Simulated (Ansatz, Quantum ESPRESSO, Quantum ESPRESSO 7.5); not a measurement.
**Evanescent states of BN, zinc blende type, lattice constant set to 3.575 Å**

Aim: how fast states decay in the gap of BN, zinc blende type, lattice constant set to 3.575 Å.

Method: plane-wave DFT, LDA, GBRV ultrasoft pseudopotentials (cross-check by Ansatz 0.2.0 with PAW datasets), in Quantum ESPRESSO 7.5.

## Step 1: The structure

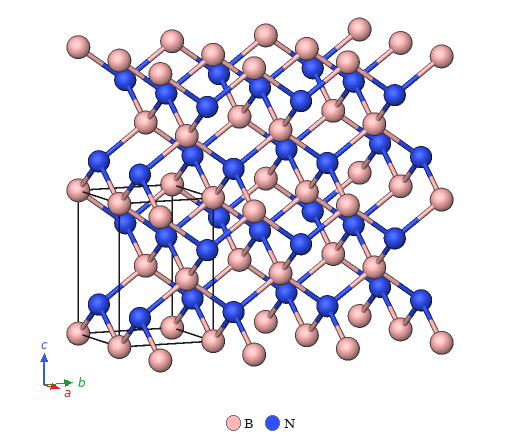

The cell as given, from the side, with the c axis up (boron pink, nitrogen blue). 2×3×2 cells are drawn. Some periodic images of atoms are drawn too.

Structure file:

```cif
data_structure
_symmetry_space_group_name_H-M 'F-43m'
_symmetry_Int_Tables_number 216
_cell_length_a 3.5750
_cell_length_b 3.5750
_cell_length_c 3.5750
_cell_angle_alpha 90.000
_cell_angle_beta 90.000
_cell_angle_gamma 90.000
_cell_volume 45.69
loop_
_atom_site_label
_atom_site_type_symbol
_atom_site_symmetry_multiplicity
_atom_site_Wyckoff_symbol
_atom_site_fract_x
_atom_site_fract_y
_atom_site_fract_z
_atom_site_occupancy
B1 B 4 a 0.00000 0.00000 0.00000 1
N1 N 4 c 0.75000 0.75000 0.25000 1
```

## Step 2: Ground state

pwcond needs a cell whose third axis lies along the current and stands perpendicular to the other two.

Contents of scf.in:

```
&control
  prefix = 'scf'
  outdir = './out'
  pseudo_dir = './pseudo'
  calculation = 'scf'
  tprnfor = .true.
/
&system
  ibrav = 0
  nat = 4
  ntyp = 2
  ecutwfc = 40
  ecutrho = 200
  occupations = 'fixed'
  nbnd = 12
/
&electrons
  conv_thr = 1e-09
  mixing_beta = 0.6
  electron_maxstep = 120
/
ATOMIC_SPECIES
  B   10.8100  b_lda_v1.4.uspp.F.UPF
  N   14.0070  n_lda_v1.2.uspp.F.UPF
CELL_PARAMETERS angstrom
  2.52790674274191 0.00000000000000 0.00000000000000
  0.00000000000000 2.52790674274191 0.00000000000000
  0.00000000000000 0.00000000000000 3.57500000000000
ATOMIC_POSITIONS crystal
  B   0.000000000000 0.000000000000 0.000000000000
  N   0.500000000000 0.000000000000 0.250000000000
  B   0.500000000000 0.500000000000 0.500000000000
  N   0.000000000000 0.500000000000 0.750000000000
K_POINTS automatic
  10 10 8 0 0 0
```

Started as:

```
OMP_NUM_THREADS=1 mpirun -n 2 pw.x -nk 2 -in scf.in > scf.out
```

Output:

```text
Program PWSCF v.7.5 starts
[citation notice left out]

     Parallel version (MPI & OpenMP), running on       2 processor cores
     Number of MPI processes:                 2
     Threads/MPI process:                     1

     MPI processes distributed on     1 nodes
[...]
Current dimensions of program PWSCF are:
     Max number of different atomic species (ntypx) = 10
     Max number of k-points (npk) =  40000
     Max angular momentum in pseudopotentials (lmaxx) =  4
     Found identity + ( -0.5000 -0.5000 -0.5000) symmetry
     This is a supercell, fractional translations are disabled
     Message from routine setup:
     using ibrav=0 with symmetry is DISCOURAGED, use correct ibrav instead

     K-points division:     npool     =       2
     Subspace diagonalization in iterative solution of the eigenvalue problem:
     a serial algorithm will be used

     G-vector sticks info
     --------------------
     sticks:   dense  smooth     PW     G-vecs:    dense   smooth      PW
     Sum         357     293     97                 7387     5271    1055

     Using Slab Decomposition

     bravais-lattice index     =            0
     lattice parameter (alat)  =       4.7771  a.u.
     unit-cell volume          =     154.1682 (a.u.)^3
     number of atoms/cell      =            4
     number of atomic types    =            2
     number of electrons       =        16.00
     number of Kohn-Sham states=           12
     kinetic-energy cutoff     =      40.0000  Ry
     charge density cutoff     =     200.0000  Ry
     scf convergence threshold =      1.0E-09
     mixing beta               =       0.6000
     number of iterations used =            8  plain     mixing
     Exchange-correlation= SLA  PZ   NOGX NOGC
                           (   1   1   0   0   0   0   0)

     celldm(1)=   4.777051  celldm(2)=   0.000000  celldm(3)=   0.000000
     celldm(4)=   0.000000  celldm(5)=   0.000000  celldm(6)=   0.000000

     crystal axes: (cart. coord. in units of alat)
               a(1) = (   1.000000   0.000000   0.000000 )
               a(2) = (   0.000000   1.000000   0.000000 )
               a(3) = (   0.000000   0.000000   1.414214 )

     reciprocal axes: (cart. coord. in units 2 pi/alat)
               b(1) = (  1.000000  0.000000  0.000000 )
               b(2) = (  0.000000  1.000000  0.000000 )
               b(3) = (  0.000000  0.000000  0.707107 )

     PseudoPot. # 1 for B  read from file:
     ./pseudo/b_lda_v1.4.uspp.F.UPF
     Pseudo is Ultrasoft + core correction, Zval =  3.0
     Generated by new atomic code, or converted to UPF format
     Using radial grid of  781 points,  4 beta functions with:
                l(1) =   0
                l(2) =   0
                l(3) =   1
                l(4) =   1
     Q(r) pseudized with  8 coefficients,  rinner =    1.100   1.100   1.100

     PseudoPot. # 2 for N  read from file:
     ./pseudo/n_lda_v1.2.uspp.F.UPF
     Pseudo is Ultrasoft + core correction, Zval =  5.0
     Generated by new atomic code, or converted to UPF format
     Using radial grid of  729 points,  4 beta functions with:
                l(1) =   0
                l(2) =   0
                l(3) =   1
                l(4) =   1
     Q(r) pseudized with  8 coefficients,  rinner =    0.900   0.900   0.900

     atomic species   valence    mass     pseudopotential
     B                 3.00    10.81000     B ( 1.00)
     N                 5.00    14.00700     N ( 1.00)

      8 Sym. Ops. (no inversion) found

   Cartesian axes

     site n.     atom                  positions (alat units)
         1        B      tau(   1) = (   0.0000000   0.0000000   0.0000000  )
         2        N      tau(   2) = (   0.5000000   0.0000000   0.3535534  )
         3        B      tau(   3) = (   0.5000000   0.5000000   0.7071068  )
         4        N      tau(   4) = (   0.0000000   0.5000000   1.0606602  )

     number of k points=   105

     Number of k-points >= 100: set verbosity='high' to print them.

     Dense  grid:     7387 G-vectors     FFT dimensions: (  24,  24,  32)

     Smooth grid:     5271 G-vectors     FFT dimensions: (  20,  20,  27)

     Estimated max dynamical RAM per process >      14.74 MB

     Estimated total dynamical RAM >      27.68 MB

     Initial potential from superposition of free atoms

     starting charge      15.9995, renormalised to      16.0000
     Starting wfcs are   16 randomized atomic wfcs

     total cpu time spent up to now is        0.7 secs

     per-process dynamical memory:    16.7 Mb

     Self-consistent Calculation

     iteration #  1     ecut=    40.00 Ry     beta= 0.60
     Davidson diagonalization with overlap
     ethr =  1.00E-02,  avg # of iterations =  2.8

     total cpu time spent up to now is        1.0 secs

     total energy              =     -53.36869407 Ry
     estimated scf accuracy    <       0.46718936 Ry

     iteration #  2     ecut=    40.00 Ry     beta= 0.60
[...]
total energy              =     -53.47560953 Ry
     estimated scf accuracy    <       0.08011834 Ry

     iteration #  3     ecut=    40.00 Ry     beta= 0.60
[...]
total energy              =     -53.48613082 Ry
     estimated scf accuracy    <       0.00334695 Ry

     iteration #  4     ecut=    40.00 Ry     beta= 0.60
[...]
total energy              =     -53.48658784 Ry
     estimated scf accuracy    <       0.00053648 Ry

     iteration #  5     ecut=    40.00 Ry     beta= 0.60
[...]
total energy              =     -53.48672450 Ry
     estimated scf accuracy    <       0.00028527 Ry

     iteration #  6     ecut=    40.00 Ry     beta= 0.60
[...]
total energy              =     -53.48678009 Ry
     estimated scf accuracy    <       0.00000009 Ry

     iteration #  7     ecut=    40.00 Ry     beta= 0.60
[...]
total energy              =     -53.48678059 Ry
     estimated scf accuracy    <       0.00000115 Ry

     iteration #  8     ecut=    40.00 Ry     beta= 0.60
[...]
total energy              =     -53.48678064 Ry
     estimated scf accuracy    <       0.00000011 Ry

     iteration #  9     ecut=    40.00 Ry     beta= 0.60
[...]
End of self-consistent calculation

     Number of k-points >= 100: set verbosity='high' to print the bands.

     highest occupied, lowest unoccupied level (ev):    11.4637   15.8487

!    total energy              =     -53.48678066 Ry
     estimated scf accuracy    <          3.1E-10 Ry

     The total energy is the sum of the following terms:
     one-electron contribution =       9.85115123 Ry
     hartree contribution      =       7.02621208 Ry
     xc contribution           =     -17.09312799 Ry
     ewald contribution        =     -53.27101599 Ry

     convergence has been achieved in   9 iterations

     Forces acting on atoms (cartesian axes, Ry/au):

     atom    1 type  1   force =     0.00000000    0.00000000    0.00000000
     atom    2 type  2   force =     0.00000000    0.00000000   -0.00000008
     atom    3 type  1   force =     0.00000000    0.00000000    0.00000000
     atom    4 type  2   force =     0.00000000    0.00000000    0.00000008

     Total force =     0.000000     Total SCF correction =     0.000000
     SCF correction compared to forces is large: reduce conv_thr to get better values

[...]
=------------------------------------------------------------------------------=
   JOB DONE.
=------------------------------------------------------------------------------=
```

It took 3.6 s on 2 MPI ranks of Intel Xeon 6975P-C (Granite Rapids), shared host; peak memory 0.13 GiB.

This step gave:

```
free energy                          : -727.7247 eV
valence top, on the run's zero       : 11.46 eV
conduction bottom, on the run's zero : 15.85 eV
gap by band count                    : 4.385 eV
```

The run needed 9 iterations to bring the estimated error under 1e-09 Ry.

[end of part 1 of 4]

[Logs are printed without paths, hosts, clocks, repeated set-up lines and the standing remarks that a program may print on its own settings, such as how far it seeks lower states.]

[Hosts, paths, dates, database ids (printed as entryN), source tags and the programs' standing remarks are cut or masked in the printed files.]

[Maps of the electrostatic potential energy from Ansatz leave out the sawtooth potential of an applied field or a dipole correction, so their vacuum need not be flat; planar profiles and work functions include it.]
